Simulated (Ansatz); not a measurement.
A series of calculations on Li

## 1. Relaxation

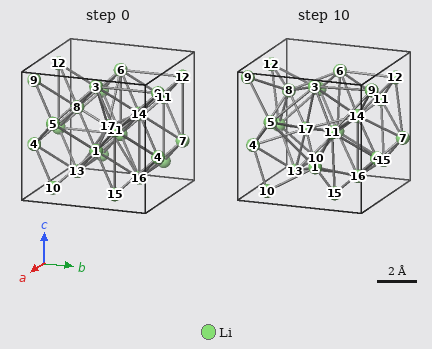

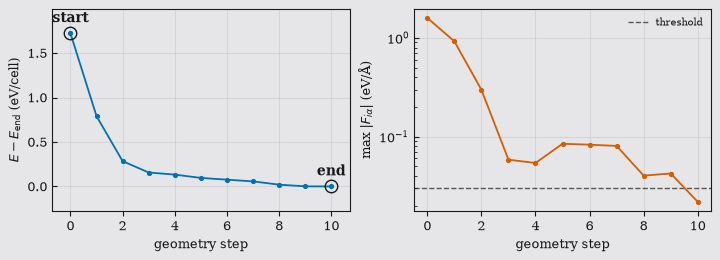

First and last geometry of a relaxation of a defect cell of composition Li, with the history of the run. A ball-and-stick model of the cell of the calculation, reduced to other axes (origin shifted), seen slightly off an axis. Lengths and directions refer to the drawn axes.

It is an interstitial Li in bcc Li. The run prepares an end point of a later path (interstitial hop) calculation, from a guessed geometry. The atoms of the start lie slightly off their symmetric places, so part of the fall in energy undoes that.

Level of theory: Ansatz 0.2.0, DFT PBEsol, scalar-relativistic, plane waves, PAW.

Input
```yaml
crystal:
  lattice:
    - [6.98, 0.0, 0.0]
    - [0.0, 6.98, 0.0]
    - [0.0, 0.0, 6.98]
  atoms:
    - { symbol: Li, position: [0.0, 0.0, 0.0] }
    - { symbol: Li, position: [0.5, 0.0, 0.0] }
    - { symbol: Li, position: [0.0, 0.5, 0.0] }
    - { symbol: Li, position: [0.0, 0.0, 0.5] }
    - { symbol: Li, position: [0.25, 0.25, 0.25] }
    - { symbol: Li, position: [0.5, 0.5, 0.0] }
    - { symbol: Li, position: [0.5, 0.0, 0.5] }
    - { symbol: Li, position: [0.75, 0.25, 0.25] }
    - { symbol: Li, position: [0.0, 0.5, 0.5] }
    - { symbol: Li, position: [0.25, 0.75, 0.25] }
    - { symbol: Li, position: [0.25, 0.25, 0.75] }
    - { symbol: Li, position: [0.5, 0.5, 0.5] }
    - { symbol: Li, position: [0.75, 0.75, 0.25] }
    - { symbol: Li, position: [0.75, 0.25, 0.75] }
    - { symbol: Li, position: [0.25, 0.75, 0.75] }
    - { symbol: Li, position: [0.75, 0.75, 0.75] }
    - { symbol: Li, position: [0.7532283, 0.1277657, 0.0020409] }
basis:
  ecutwfc: 420.0
kpoints:
  mp_grid: { grid: [3, 3, 3] }
hamiltonian:
  xc: pbesol
scf:
  occupations: { method: gaussian, width: 0.15 }
  lower_state_search: "off"
relax:
  f_tol: 0.03
  max_steps: 60
  adjacent_minimum: "off"
output:
  write_density: true
  write_potential: true
  elf: true
  volumetric_format: npy
```

Launched with:
```bash
ansatz run input.yaml --threads 2 --pin off --max-ram 5120MiB --backend cpu --events-out ev --progress --plain --runs-dir out
```

Did the run converge, and what did it change?

Answer. It converged. Li17 moves most: 1.03 Å along [1 −1 0]. The cell doesn't change. Near-neighbour distances that change, for instance: Li1–Li8 3.022 → 4.817 Å, Li4–Li17 3.980 → 2.926 Å, Li5–Li17 3.968 → 2.928 Å, Li14–Li17 1.955 → 2.817 Å. Bond angles that change, for instance: Li1–Li17–Li8 102.7° → 169.3°, Li3–Li17–Li13 134.7° → 177.8°, Li10–Li1–Li17 140.7° → 103.8°. After 10 geometry steps the energy has fallen by 1.723 eV per cell of the calculation. The largest force component goes from 1.6 to 0.022 eV/Å. Cost: 90 s on 2 threads of Arm Neoverse V1, with other jobs on the host, peak memory 0.56 GiB.

Limits of the set-up: the periodic images lie only 7.0 Å apart, so the values are limited by the cell's size.

## 2. Relaxation

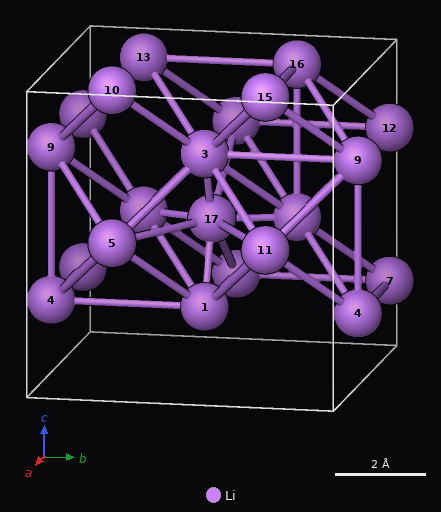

This is the input geometry for a relaxation of a defect cell of composition Li. A ball-and-stick model of the cell of the calculation, reduced to other axes (origin shifted), seen slightly off an axis. Lengths and directions refer to the drawn axes.

It is an interstitial Li in bcc Li. The run prepares an end point of a later path (interstitial hop) calculation, from a guessed geometry. The atoms of the start lie slightly off their symmetric places, so part of the fall in energy undoes that.

All numbers below come from Ansatz, DFT PBEsol, scalar-relativistic, plane waves, PAW.

The input:
```yaml
crystal:
  lattice:
    - [6.98, 0.0, 0.0]
    - [0.0, 6.98, 0.0]
    - [0.0, 0.0, 6.98]
  atoms:
    - { symbol: Li, position: [0.0, 0.0, 0.0] }
    - { symbol: Li, position: [0.5, 0.0, 0.0] }
    - { symbol: Li, position: [0.0, 0.5, 0.0] }
    - { symbol: Li, position: [0.0, 0.0, 0.5] }
    - { symbol: Li, position: [0.25, 0.25, 0.25] }
    - { symbol: Li, position: [0.5, 0.5, 0.0] }
    - { symbol: Li, position: [0.5, 0.0, 0.5] }
    - { symbol: Li, position: [0.75, 0.25, 0.25] }
    - { symbol: Li, position: [0.0, 0.5, 0.5] }
    - { symbol: Li, position: [0.25, 0.75, 0.25] }
    - { symbol: Li, position: [0.25, 0.25, 0.75] }
    - { symbol: Li, position: [0.5, 0.5, 0.5] }
    - { symbol: Li, position: [0.75, 0.75, 0.25] }
    - { symbol: Li, position: [0.75, 0.25, 0.75] }
    - { symbol: Li, position: [0.25, 0.75, 0.75] }
    - { symbol: Li, position: [0.75, 0.75, 0.75] }
    - { symbol: Li, position: [0.87657277, 0.26127849, 0.00212616] }
basis:
  ecutwfc: 420.0
kpoints:
  mp_grid: { grid: [3, 3, 3] }
hamiltonian:
  xc: pbesol
scf:
  occupations: { method: gaussian, width: 0.15 }
  lower_state_search: "off"
relax:
  f_tol: 0.03
  max_steps: 60
  adjacent_minimum: "off"
```

Launched with:
```bash
ansatz run input.yaml --threads 2 --pin off --max-ram 5120MiB --backend cpu --events-out ev --progress --plain --runs-dir out
```

Where does the relaxation end?

Answer. Over 11 accepted moves (12 points after the start) the energy falls by 1.731 eV per cell of the calculation. The largest force component goes from 1.8 to 0.013 eV/Å. 1 step only repeated the SCF at the same geometry. The largest move is that of Li17, 1.03 Å along [0 −1 1]. The lattice vectors keep their values. Among the contacts that change: Li3–Li8 3.022 → 4.845 Å, Li9–Li17 3.949 → 2.908 Å, Li13–Li17 3.926 → 2.897 Å, Li14–Li17 1.971 → 2.830 Å. Among the angles between lasting bonds that change: Li3–Li17–Li8 104.6° → 172.8°, Li5–Li17–Li6 136.0° → 179.1°, Li10–Li3–Li17 140.7° → 100.5°.

Final geometry:

```xyz
17
Lattice="6.9800 0.0000 0.0000 0.0000 6.9800 0.0000 0.0000 0.0000 6.9800" Properties=species:S:1:pos:R:3 pbc="T T T"
Li    6.8622    6.8786    0.0060
Li    3.5433    6.8516    6.8299
Li    0.7682    3.9123    6.5932
Li    6.7932    0.0746    3.2611
Li    1.7495    1.6247    1.6781
Li    3.4952    3.4719    6.8658
Li    3.6399    6.6551    3.7790
Li    4.4750    1.3729    2.1261
Li    0.0454    3.4204    3.3824
Li    1.8573    5.3422    1.7848
Li    1.7136    1.5868    5.1636
Li    3.3564    3.5156    3.6000
Li    5.2169    5.1114    1.7242
Li    5.3180    1.7526    5.1456
Li    1.5832    5.5455    4.8730
Li    5.4215    4.9964    5.2565
Li    6.1196    2.5313    0.7655
```

The end point in the same view:

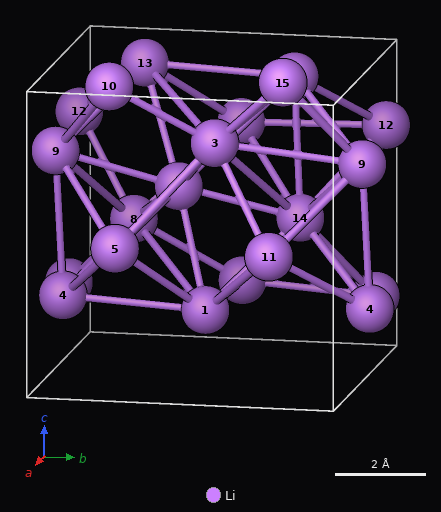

Limits of the set-up: the periodic images lie only 7.0 Å apart, so the values are limited by the cell's size.

## 3. Path

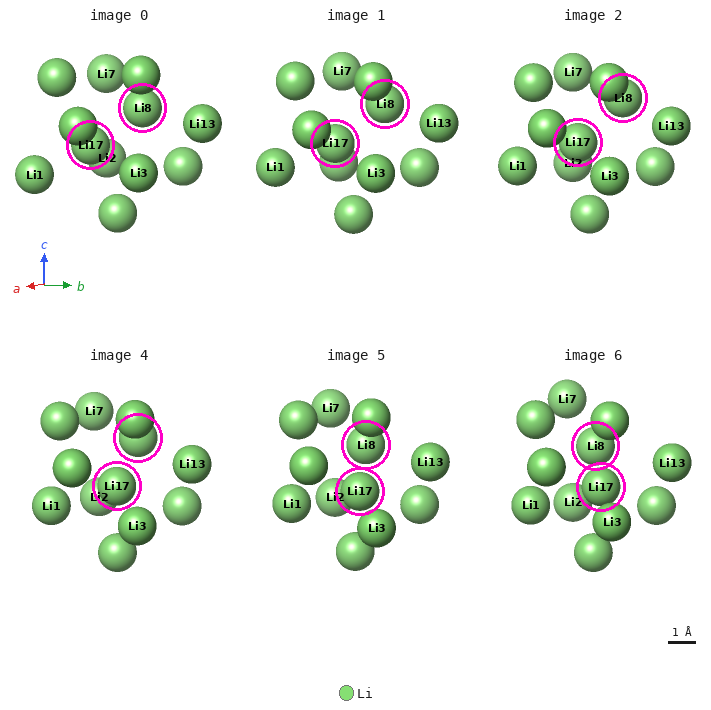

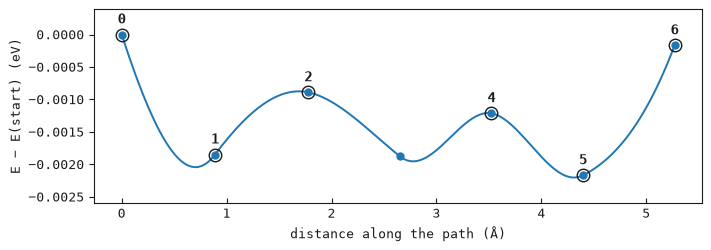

A search for the minimum-energy path of Li with an interstitial Li (17 atoms in the cell) by the nudged elastic band. Images are numbered from 0 (start) to 6 (end). Style: spheres-only. Shown: the atoms within 3.8 Å of the middle of the path, from a free direction. The atoms that move most are ringed.

Level of theory: Ansatz 0.2.0, DFT PBEsol, scalar-relativistic, plane waves, PAW.

Input
```yaml
crystal:
  lattice:
    - [6.98, 0.0, 0.0]
    - [0.0, 6.98, 0.0]
    - [0.0, 0.0, 6.98]
  atoms:
    - { symbol: Li, position: [0.05957828, -0.10953306, -0.04822245] }
    - { symbol: Li, position: [0.48210229, 0.01648777, 0.00107015] }
    - { symbol: Li, position: [-0.00643404, 0.499794, -0.01804628] }
    - { symbol: Li, position: [-0.00637808, -0.00763437, 0.47969916] }
    - { symbol: Li, position: [0.23012323, 0.25666635, 0.24519897] }
    - { symbol: Li, position: [0.48510108, 0.49189418, -0.02207818] }
    - { symbol: Li, position: [0.50645565, 0.02717716, 0.46414961] }
    - { symbol: Li, position: [0.69957499, 0.36014572, 0.3068115] }
    - { symbol: Li, position: [0.00510485, 0.52132995, 0.51742471] }
    - { symbol: Li, position: [0.26939924, 0.72867989, 0.2568222] }
    - { symbol: Li, position: [0.21363275, 0.22293583, 0.75432342] }
    - { symbol: Li, position: [0.45319366, 0.47646959, 0.54509537] }
    - { symbol: Li, position: [0.73130982, 0.75033914, 0.24171433] }
    - { symbol: Li, position: [0.75167308, 0.23487742, 0.73237654] }
    - { symbol: Li, position: [0.29368613, 0.77417626, 0.70143575] }
    - { symbol: Li, position: [0.72833408, 0.75890946, 0.73799119] }
    - { symbol: Li, position: [0.85677129, 0.1250504, 0.1062749] }
basis:
  ecutwfc: 420.0
kpoints:
  mp_grid: { grid: [3, 3, 3] }
hamiltonian:
  xc: pbesol
scf:
  occupations: { method: gaussian, width: 0.15 }
  lower_state_search: "off"
neb:
  images: 5
  f_tol: 0.05
  initial_path: idpp
  max_iterations: 72
  final_atoms:
    - { symbol: Li, position: [-0.01687343, -0.01452683, 0.00085362] }
    - { symbol: Li, position: [0.50763475, -0.01839546, -0.021505] }
    - { symbol: Li, position: [0.11005924, 0.56049958, -0.05541116] }
    - { symbol: Li, position: [-0.02676932, 0.01068094, 0.46720106] }
    - { symbol: Li, position: [0.25064051, 0.2327709, 0.24041184] }
    - { symbol: Li, position: [0.5007513, 0.49740504, -0.01636021] }
    - { symbol: Li, position: [0.52148179, -0.04654254, 0.54140375] }
    - { symbol: Li, position: [0.6411175, 0.1966884, 0.30460226] }
    - { symbol: Li, position: [0.00649799, 0.49002369, 0.48458932] }
    - { symbol: Li, position: [0.26608827, 0.76535886, 0.25570148] }
    - { symbol: Li, position: [0.24550689, 0.22732813, 0.73977381] }
    - { symbol: Li, position: [0.48086371, 0.50366308, 0.51576529] }
    - { symbol: Li, position: [0.74740904, 0.73229375, 0.24701358] }
    - { symbol: Li, position: [0.76189048, 0.25108433, 0.73719116] }
    - { symbol: Li, position: [0.22681895, 0.79448029, 0.69814196] }
    - { symbol: Li, position: [0.77671938, 0.71581296, 0.7530785] }
    - { symbol: Li, position: [0.87673573, 0.36265338, 0.10967489] }
  order_check: true
```

Launched with:
```bash
ansatz run input.yaml --threads 2 --pin off --max-ram 5120MiB --backend cpu --events-out ev --progress --plain --runs-dir out
```

Question: Read off the barrier and say what moves.

Answer: A Li atom travels furthest, 1.66 Å from end to end, along +b, on a path that bends up to 0.32 Å away from the straight line. It doesn't move alone: Li (0.92 Å), Li (0.95 Å), Li (1.21 Å) move with it. There is no barrier: the inner images dip to −0.002 eV relative to the start, below both ends (the end lies at 0.000 eV), so the ends aren't minima along this motion. The band converged in 16 iterations. The largest component of the band force went from 0.26 to 0.0057 eV/Å.

Limits of the set-up: the periodic images lie only 7.0 Å apart, so the values are limited by the cell's size.

The run took 15 min on 2 threads of Arm Neoverse V1, with other jobs on the host, peak memory 1.3 GiB.
